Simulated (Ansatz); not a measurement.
## Electronic structure of GaO$_{5}$ in real space

Input file:

```
crystal:
  lattice:
    - [4.1068962766, 0.0, 0.0]
    - [0.0, 4.1068962766, 0.0]
    - [0.0, 0.0, 4.1068962766]
  atoms:
    - { symbol: Ga, position: [0.5, 0.5, 0.5] }
    - { symbol: O, position: [0.0, 0.0, 0.0] }
    - { symbol: O, position: [0.2360123463, 0.2360123463, 0.2360123463], spin: 0.26 }
    - { symbol: O, position: [0.7639876537, 0.7639876537, 0.2360123463], spin: 0.26 }
    - { symbol: O, position: [0.7639876537, 0.2360123463, 0.7639876537], spin: 0.26 }
    - { symbol: O, position: [0.2360123463, 0.7639876537, 0.7639876537], spin: 0.26 }
basis:
  ecutwfc: 420
kpoints:
  mp_grid: { grid: [10, 10, 10] }
hamiltonian:
  xc: pbe
scf:
  occupations: { method: gaussian, width: 0.1 }
output:
  forces: true
  stress: true
  eigenvalues: true
  populations: true
  write_density: true
  write_potential: true
  elf: true
  volumetric_format: npy
magnetization:
  spin_polarized: true
relax:
  adjacent_minimum: "off"
  f_tol: 0.01
  max_steps: 80
  cell: { stress_tol: 0.05 }
```

Run with:

```sh
ansatz run input.yaml --threads 1 --pin off --max-ram 2560MiB --backend cpu --events-out ev --progress --plain --runs-dir out
```

Below, planes, directions and counts refer to the conventional cell (a = 4.10 Å, b = 4.10 Å, c = 4.10 Å, α = 90.00°, β = 90.00°, γ = 90.00°).

Space group P-43m; a structure generated by program, which may or may not match a known phase; spin-polarised.

Computed with Ansatz 0.2.0, DFT PBE, scalar-relativistic, plane waves, PAW.

Core electrons are frozen (PAW), and the valence fields are smoothed inside the atomic spheres.

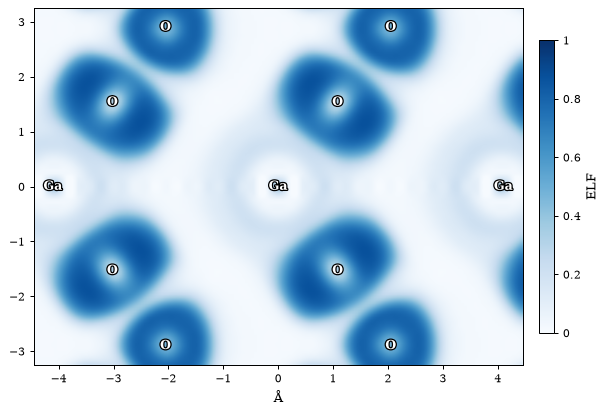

Figure 1. Electron localisation function on the (101) plane of the conventional cell.

Read the bonding off the picture.

Answer. The plane passes through Ga and O nuclei.
Ga–O (1.88 Å): the ELF peaks at about 0.70 in the valence shell of O, 0.6 Å from its nucleus, and is about 0.30 at the midpoint.
The ELF also peaks beside O, away from the bonds: lone-pair regions.

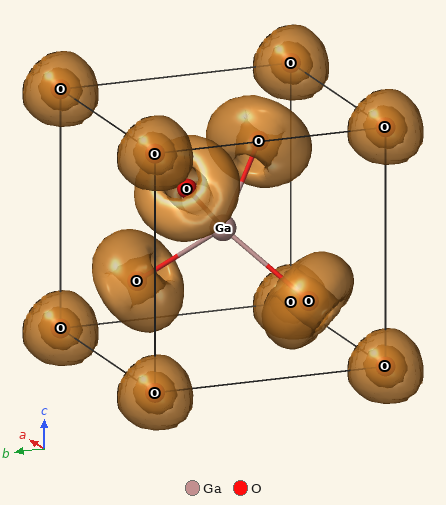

Figure 2. Isosurface of the ELF at 0.75 (orange), seen at an oblique angle. Only the valence region is drawn (cores and ρ < 0.01 e/Å³ removed). Sticks mark near contacts.

Identify the bonds, lone pairs and shells in this picture.

Answer. The ELF exceeds this value in five regions wrapped around O (the valence shell of each), counted in one cell of 6 atoms. Any copies at cell faces, edges or corners count once.

Does the calculation make it a metal, or give it a gap?

Answer. It is metallic or semimetallic at this level of theory: no gap opens.
